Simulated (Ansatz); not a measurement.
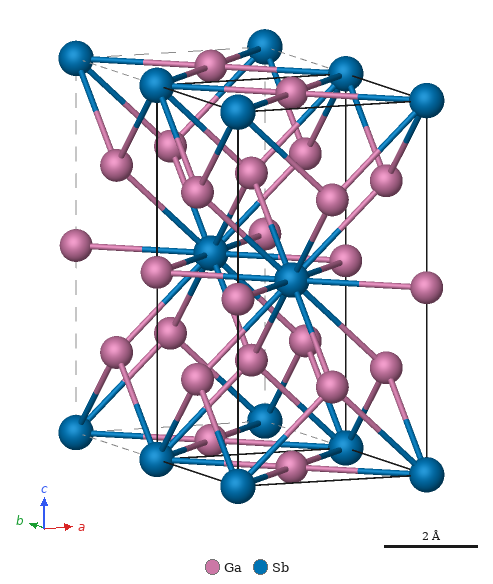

Drawn in the ball-and-stick manner and seen slightly off an axis. Solid lines give the conventional unit cell, repeated here 1×2×1 times. Cell: a = 4.448 Å, b = 4.448 Å, c = 8.187 Å, α = 90.00°, β = 90.00°, γ = 90.00°.

What structure is drawn here?

The solid is Ga3Sb. Its lattice is body-centred tetragonal, its space group I4/mmm (No. 139). The cell comprises 2 formula units: 6 Ga, 2 Sb. About every Ga there are four Sb at about 3.0 to 3.1 Å. Sb is coordinated by twelve Ga in a cuboctahedral arrangement at about 3.0 to 3.1 Å. The bonds build a three-dimensional framework.

Origin of the cell: a structure listed in the Materials Project. The cell was then strained or its atoms displaced on purpose. It was relaxed at fixed volume with DFT PBE+D3(BJ), scalar-relativistic, plane waves, PAW in Ansatz 0.2.0.
